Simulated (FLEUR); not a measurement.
## Electronic structure of V in real space

The calculation's input:

```
<?xml version="1.0" encoding="UTF-8" standalone="no"?>
<fleurInput fleurInputVersion="0.39">
   <comment>
      V                                                                                                   
   </comment>
   <calculationSetup>
      <cutoffs Kmax="4.26" Gmax="13.2" GmaxXC="13.2" numbands="0"/>
      <scfLoop itmax="60" minDistance="0.00001" maxIterBroyd="15" imix="Anderson" alpha="0.05" precondParam="0.0" spinf="2.0" sdNocoIR="T"/>
      <coreElectrons ctail="F" frcor="F" kcrel="0" coretail_lmax="0"/>
      <xcFunctional name="LibXC" relativisticCorrections="F">
         <LibXCName exchange="mgga_x_scan" correlation="mgga_c_scan"/>
         <AuxGGA exchange="117" correlation="130"/>
      </xcFunctional>
      <magnetism jspins="2"/>
      <soc l_soc="F" theta="0.0" phi="0.0" spav="F"/>
      <expertModes spex="0" secvar="F"/>
      <geometryOptimization l_f="F" forcealpha="1.0" forcemix="BFGS" epsdisp="0.00001" epsforce="0.00001"/>
      <ldaU l_linMix="F" mixParam="0.05" spinf="1.0"/>
   </calculationSetup>
   <cell>
      <bzIntegration valenceElectrons="13.0" mode="hist" fermiSmearingEnergy="0.00183747">
         <kPointListSelection listName="default-1"/>
         <!-- k-points included here -->
         <xi:include xmlns:xi="http://www.w3.org/2001/XInclude" href="kpts.xml"> </xi:include>
      </bzIntegration>
      <!-- symmetry operations included here -->
      <xi:include xmlns:xi="http://www.w3.org/2001/XInclude" href="sym.xml"> </xi:include>
      <bulkLattice scale="1.0">
         <bravaisMatrix>
            <row-1>   -2.8617067567880099     2.8617067567880099     2.8617067567880099</row-1>
            <row-2>    2.8617067567880099    -2.8617067567880099     2.8617067567880099</row-2>
            <row-3>    2.8617067567880099     2.8617067567880099    -2.8617067567880099</row-3>
         </bravaisMatrix>
      </bulkLattice>
   </cell>
   <atomSpecies>
      <species name="Vanadium (2.000" element="V" atomicNumber="23">
         <mtSphere radius="2.3" gridPoints="761" logIncrement="0.016"/>
         <atomicCutoffs lmax="9" lnonsphr="7"/>
         <electronConfig flipSpins="F">
            <coreConfig>(1s1/2) (2s1/2) (2p1/2) (2p3/2)</coreConfig>
            <valenceConfig>(3s1/2) (3p1/2) (3p3/2) (4s1/2) (3d3/2) (3d5/2)</valenceConfig>
            <stateOccupation state="(3d3/2)" spinUp="0.7" spinDown="0.5"/>
            <stateOccupation state="(3d5/2)" spinUp="1.8" spinDown="0.0"/>
         </electronConfig>
         <energyParameters s="4" p="4" d="3" f="4"/>
         <lo type="SCLO" l="0" n="3" eDeriv="0"/>
         <lo type="SCLO" l="1" n="3" eDeriv="0"/>
         <lo type="SCLO" l="1" n="3" eDeriv="1"/>
         <lo type="SCLO" l="2" n="3" eDeriv="2"/>
         <lo type="SCLO" l="3" n="4" eDeriv="2"/>
      </species>
   </atomSpecies>
   <atomGroups>
      <atomGroup species="Vanadium (2.000">
         <relPos label="                   1">.0000000000 .0000000000 .0000000000</relPos>
         <force calculate="T" relaxXYZ="TTT"/>
      </atomGroup>
   </atomGroups>
   <output dos="F" band="F" slice="F">
      <checks vchk="F" cdinf="F"/>
      <bandDOS minEnergy="-.5*Htr" maxEnergy="0.5*Htr" sigma="0.015" storeEVData="T"/>
      <vacuumDOS vacdos="F" integ="F" star="F" nstars="0" locx1="0.0" locy1="0.0" locx2="0.0" locy2="0.0" nstm="0" tworkf="0.0"/>
      <unfoldingBand unfoldBand="F" supercellX="1" supercellY="1" supercellZ="1"/>
      <plotting iplot="0" polar="F">
         <plot TwoD="T" vec1="  1.0  0.0  0.0" vec2="  0.0  1.0  0.0" vec3="  0.0  0.0  1.0" zero="  0.0  0.0  0.0" file="plot"/>
      </plotting>
      <chargeDensitySlicing numkpt="0" minEigenval="0.0" maxEigenval="0.0" nnne="0" pallst="F"/>
      <specialOutput eonly="F"/>
      <moessbauerParams electricFieldGradient="T" isomerShift="T" coreHyperfine="T" valenceHyperfine="T"/>
      <magneticCircularDichroism mcd="F" energyLo="-10.0" energyUp="0.0"/>
   </output>
  <!-- We include the file relax.xml here to enable relaxations (see documentation) -->
  <xi:include xmlns:xi="http://www.w3.org/2001/XInclude" href="relax.xml"> <xi:fallback/> </xi:include>
</fleurInput>
```

Launched as:

```sh
inpgen -f crystal.txt -profile fastHighL; fleur_MPI; fleur_MPI (bands)
```

Below, planes, directions and counts refer to the conventional cell (a = 3.03 Å, b = 3.03 Å, c = 3.03 Å, α = 90.00°, β = 90.00°, γ = 90.00°).

Space group Im-3m; spin-polarised.

Method: Kohn-Sham DFT of a periodic cell, SCAN, all-electron (FLEUR).

The calculation treats all electrons.

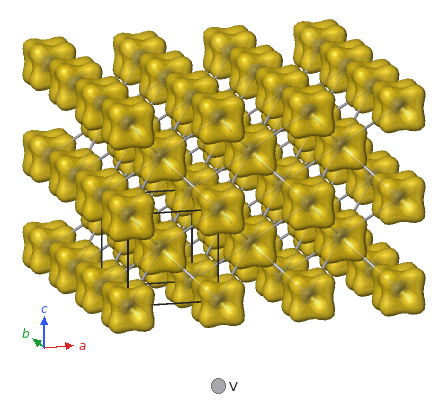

Figure 1. Isosurfaces of the spin density (up minus down) at +0.05 (yellow) and −0.05 e/Å³ (cyan), seen slightly off an axis. Sticks mark near contacts.

Question: Describe the spin distribution.

Answer: The spin density sits on V: +0.5 μB (×2) in one cell of 2 atoms: parallel main moments, as they must be, since the calculation's own cell holds one magnetic site. The cell of the calculation (1 atoms) carries 0.6 μB of net spin moment.

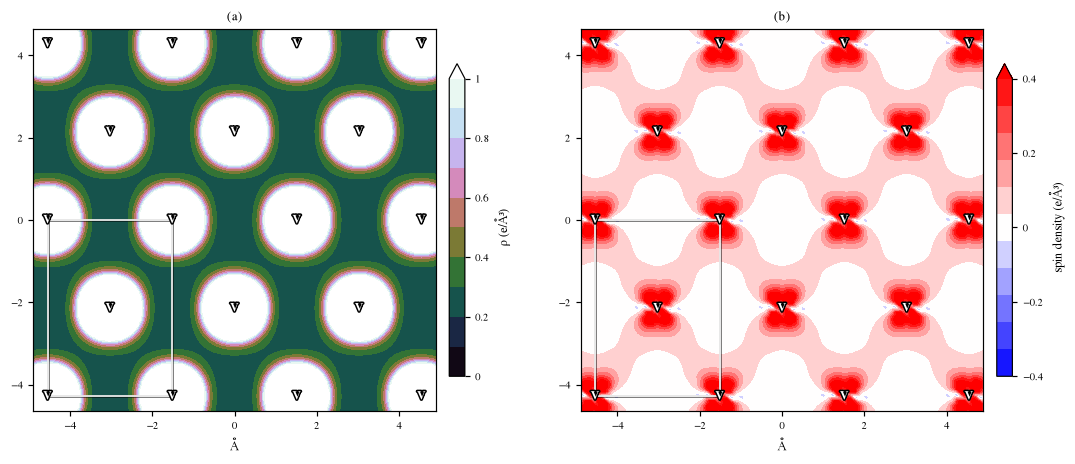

Figure 2. (a) total electron density; (b) spin density on the (11̄0) plane of the conventional cell.

Question: What do the fields say about this system?

Answer:
- The section cuts through V sites.
- V–V (2.62 Å): the density is about 0.29 e/Å³ at the midpoint.
- Between the atoms the lowest density in this plane is 0.23 e/Å³.
